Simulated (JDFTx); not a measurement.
**Band-structure run of AlN**

System: AlN (P6₃mc, 4 atoms in the cell).
Method: Kohn-Sham DFT of a periodic cell, TASK, SG15-PBE-1.2, no spin polarisation (JDFTx 1.7.0 (patched build)).

The structure derives from an entry of the Crystallography Open Database.

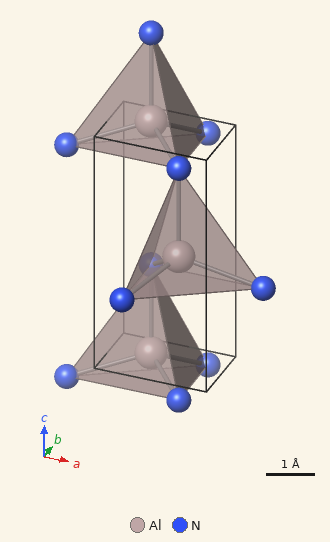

The structure (polyhedral view of the cell of the calculation, seen slightly off an axis; polyhedra are completed across the faces of the cell).

Input file
```
lattice \
    3.1130000000    -1.5565000000     0.0000000000 \
    0.0000000000     2.6959370820     0.0000000000 \
    0.0000000000     0.0000000000     4.9810000000
latt-scale 1.889726124626 1.889726124626 1.889726124626
coords-type Lattice
ion Al     0.6666666667     0.3333333333     0.5000000000 1
ion Al     0.3333333333     0.6666666667     0.0000000000 1
ion N      0.6666666667     0.3333333333     0.8800000000 1
ion N      0.3333333333     0.6666666667     0.3800000000 1

ion-species pseudo/Al.upf
ion-species pseudo/N.upf
elec-cutoff 40 320
elec-ex-corr mgga-x-task lda-c-pw
elec-smearing Fermi 0.0018374661
elec-n-bands 23
electronic-minimize nIterations 30 energyDiffThreshold 1e-06
davidson-band-ratio 1.3
forces-output-coords Cartesian
include path.kpoints
symmetries none
fix-electron-density run.$VAR

dump-name bands.$VAR
dump End Ecomponents EigStats BandEigs Kpoints Forces
```

File path.kpoints
```
kpoint +0.0000000000 +0.0000000000 +0.0000000000 0.020000000000
kpoint +0.0833333333 +0.0000000000 +0.0000000000 0.020000000000
kpoint +0.1666666667 +0.0000000000 +0.0000000000 0.020000000000
kpoint +0.2500000000 +0.0000000000 +0.0000000000 0.020000000000
kpoint +0.3333333333 +0.0000000000 +0.0000000000 0.020000000000
kpoint +0.4166666667 +0.0000000000 +0.0000000000 0.020000000000
kpoint +0.5000000000 +0.0000000000 +0.0000000000 0.020000000000
kpoint +0.4444444444 +0.1111111111 +0.0000000000 0.020000000000
kpoint +0.3888888889 +0.2222222222 +0.0000000000 0.020000000000
kpoint +0.3333333333 +0.3333333333 +0.0000000000 0.020000000000
kpoint +0.2916666667 +0.2916666667 +0.0000000000 0.020000000000
kpoint +0.2500000000 +0.2500000000 +0.0000000000 0.020000000000
kpoint +0.2083333333 +0.2083333333 +0.0000000000 0.020000000000
kpoint +0.1666666667 +0.1666666667 +0.0000000000 0.020000000000
kpoint +0.1250000000 +0.1250000000 +0.0000000000 0.020000000000
kpoint +0.0833333333 +0.0833333333 +0.0000000000 0.020000000000
kpoint +0.0416666667 +0.0416666667 +0.0000000000 0.020000000000
kpoint +0.0000000000 +0.0000000000 +0.0000000000 0.020000000000
kpoint +0.0000000000 +0.0000000000 +0.1666666667 0.020000000000
kpoint +0.0000000000 +0.0000000000 +0.3333333333 0.020000000000
kpoint +0.0000000000 +0.0000000000 +0.5000000000 0.020000000000
kpoint +0.0714285714 +0.0000000000 +0.5000000000 0.020000000000
kpoint +0.1428571429 +0.0000000000 +0.5000000000 0.020000000000
kpoint +0.2142857143 +0.0000000000 +0.5000000000 0.020000000000
kpoint +0.2857142857 +0.0000000000 +0.5000000000 0.020000000000
kpoint +0.3571428571 +0.0000000000 +0.5000000000 0.020000000000
kpoint +0.4285714286 +0.0000000000 +0.5000000000 0.020000000000
kpoint +0.5000000000 +0.0000000000 +0.5000000000 0.020000000000
kpoint +0.4583333333 +0.0833333333 +0.5000000000 0.020000000000
kpoint +0.4166666667 +0.1666666667 +0.5000000000 0.020000000000
kpoint +0.3750000000 +0.2500000000 +0.5000000000 0.020000000000
kpoint +0.3333333333 +0.3333333333 +0.5000000000 0.020000000000
kpoint +0.2962962963 +0.2962962963 +0.5000000000 0.020000000000
kpoint +0.2592592593 +0.2592592593 +0.5000000000 0.020000000000
kpoint +0.2222222222 +0.2222222222 +0.5000000000 0.020000000000
kpoint +0.1851851852 +0.1851851852 +0.5000000000 0.020000000000
kpoint +0.1481481481 +0.1481481481 +0.5000000000 0.020000000000
kpoint +0.1111111111 +0.1111111111 +0.5000000000 0.020000000000
kpoint +0.0740740741 +0.0740740741 +0.5000000000 0.020000000000
kpoint +0.0370370370 +0.0370370370 +0.5000000000 0.020000000000
kpoint +0.0000000000 +0.0000000000 +0.5000000000 0.020000000000
kpoint +0.5000000000 +0.0000000000 +0.5000000000 0.020000000000
kpoint +0.5000000000 +0.0000000000 +0.3333333333 0.020000000000
kpoint +0.5000000000 +0.0000000000 +0.1666666667 0.020000000000
kpoint +0.5000000000 +0.0000000000 +0.0000000000 0.020000000000
kpoint +0.3333333333 +0.3333333333 +0.0000000000 0.020000000000
kpoint +0.3333333333 +0.3333333333 +0.1250000000 0.020000000000
kpoint +0.3333333333 +0.3333333333 +0.2500000000 0.020000000000
kpoint +0.3333333333 +0.3333333333 +0.3750000000 0.020000000000
kpoint +0.3333333333 +0.3333333333 +0.5000000000 0.020000000000
```

Hardware: 1 thread of Intel Xeon (Sapphire Rapids), 16 GiB of memory available, shared host.

Run as:
```bash
jdftx -c 1 -i bands.in -o bands.out
```

Output
```
*************** JDFTx 1.7.0 (patched build) ***************

Input parsed successfully to the following command list (including defaults):
[... the input with its defaults ...]

---------- Initializing the Grid ----------
R =
[      5.88272     -2.94136            0  ]
[            0      5.09458            0  ]
[            0            0      9.41273  ]
unit cell volume = 282.099
G =
[    1.06808   0.616654         -0  ]
[          0    1.23331          0  ]
[          0         -0    0.66752  ]
Minimum fftbox size, Smin = [  48  48  76  ]
Chosen fftbox size, S = [  48  48  80  ]

---------- Initializing tighter grid for wavefunction operations ----------
R =
[      5.88272     -2.94136            0  ]
[            0      5.09458            0  ]
[            0            0      9.41273  ]
unit cell volume = 282.099
G =
[    1.06808   0.616654         -0  ]
[          0    1.23331          0  ]
[          0         -0    0.66752  ]
Minimum fftbox size, Smin = [  36  36  56  ]
Chosen fftbox size, S = [  36  36  56  ]

---------- Exchange Correlation functional ----------
Initialized LibXC exchange functional 'TASK exchange of Aschebrock and Kuemmel'
Initialized LibXC correlation functional 'Perdew & Wang'

---------- Setting up pseudopotentials ----------
Width of ionic core gaussian charges (only for fluid interactions / plotting) set to 0

Reading pseudopotential file 'pseudo/Al.upf':
  'Al' pseudopotential, 'PBE' functional
  Generated using ONCVPSP code by D. R. Hamann
  11 valence electrons, 0 orbitals, 4 projectors, 602 radial grid points, with lMax = 1
  Core radius for overlap checks: 2.11 bohrs.

Reading pseudopotential file 'pseudo/N.upf':
  'N' pseudopotential, 'PBE' functional
  Generated using ONCVPSP code by D. R. Hamann
  5 valence electrons, 0 orbitals, 4 projectors, 602 radial grid points, with lMax = 1
  Core radius for overlap checks: 1.35 bohrs.

Initialized 2 species with 4 total atoms.

Folded 50 k-points by 1x1x1 to 50 k-points.

---------- Setting up k-points, bands, fillings ----------
No reducable k-points.
Computing the number of bands and number of electrons
Calculating initial fillings.
nElectrons:  32.000000   nBands: 23   nStates: 50

----- Setting up reduced wavefunction bases (one per k-point) -----
average nbasis = 3411.840 , ideal nbasis = 3408.678

---------- Setting up ewald sum ----------
Optimum gaussian width for ewald sums = 2.076670 bohr.
Real space sum over 1089 unit cells with max indices [  5  5  4  ]
Reciprocal space sum over 2873 terms with max indices [  6  6  8  ]

---------- Allocating electronic variables ----------
Reading n from file 'run.n' ... done
Reading tau from file 'run.tau' ... done
Initializing wave functions:  (No orbitals for LCAO)  bandwidth-limited random numbers

----------- Band structure minimization -------------
Minimization will be done independently for each quantum number.

---- Minimization of quantum number:     0  [ +0.0000000 +0.0000000 +0.0000000 ]  0.040000000 ----
BandDavidson: Iter:   0  Eband: +0.502513403571759
BandDavidson: Iter:   1  Eband: -0.138583664188296  dEband: -6.410971e-01
BandDavidson: Iter:   2  Eband: -0.411866122608712  dEband: -2.732825e-01
BandDavidson: Iter:   3  Eband: -0.477501509840747  dEband: -6.563539e-02
[... 742 lines of inner loops ...]
BandDavidson: Iter:  10  Eband: -0.514010005020711  dEband: -1.832418e-06
BandDavidson: Iter:  11  Eband: -0.514010467720291  dEband: -4.626996e-07
BandDavidson: Converged (dEband<1.000000e-06)
	FillingsUpdate:  mu: +0.503231103  nElectrons: 32.000000

Dumping 'bands.eigStats' ...
	eMin: -3.584366 at state 17 ( [ +0.000000 +0.000000 +0.000000 ] spin 0 )
	HOMO: +0.348064 at state 17 ( [ +0.000000 +0.000000 +0.000000 ] spin 0 )
	mu  : +0.503231
	LUMO: +0.550612 at state 0 ( [ +0.000000 +0.000000 +0.000000 ] spin 0 )
	eMax: +0.951312 at state 29 ( [ +0.416667 +0.166667 +0.500000 ] spin 0 )
	HOMO-LUMO gap: +0.202548
	Optical gap  : +0.202548 at state 17 ( [ +0.000000 +0.000000 +0.000000 ] spin 0 )
Done!
```

Summary

- outcome: converged
- space group (tolerance 0.01 Å): P6₃mc (186)
- electrons treated: 32
- gap on the band path: 5.51 eV
- wall time: 91 s
- peak memory: 0.13 GiB

Notes

Points of doubt noted for this run: coarse mesh; metagga forces on grid. The k-point mesh is coarse for a cell of this size, so the results may not be converged.
